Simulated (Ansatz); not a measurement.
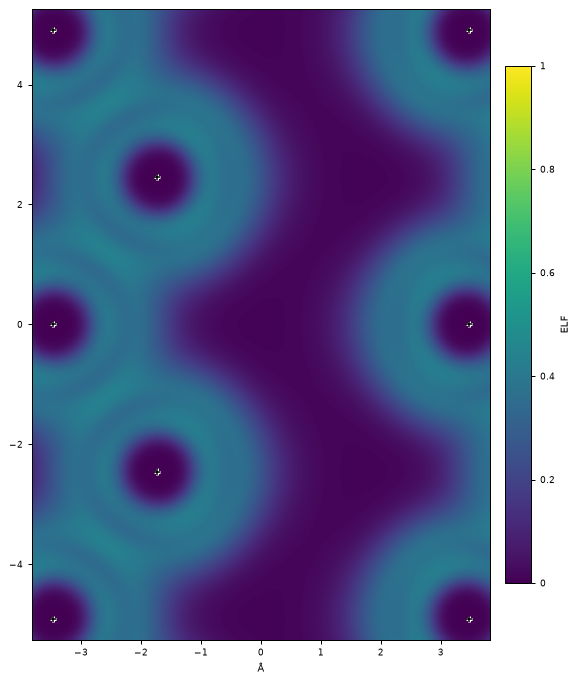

The ELF on a plane through atoms (crosses mark nuclei in the plane).

Theory: DFT, revPBE, plane waves (420 eV) with PAW, scalar-relativistic in Ansatz.

Candidates:
A. Pb, a = 6.94 Å, b = 6.94 Å, c = 6.94 Å, α = 90.00°, β = 90.00°, γ = 90.00°. Space group Fd-3m; set up as Pb, diamond; a generated structure, not necessarily the stable one; changed on purpose from its base cell (volume × 0.92); computed pressure about 2 GPa in this cell.
B. Ru, a = 2.72 Å, b = 2.72 Å, c = 8.73 Å, α = 90.00°, β = 90.00°, γ = 120.00°. Space group P6₃/mmc; set up as Ru, dhcp; a generated structure, not necessarily the stable one; changed on purpose from its base cell (volume × 1.0); computed without spin polarisation.

Q: Which system is this?

A: Candidate A: Pb on the (011) plane of the conventional cell, which holds Pb. Pb–Pb (3.01 Å): the ELF is about 0.45 at the midpoint.
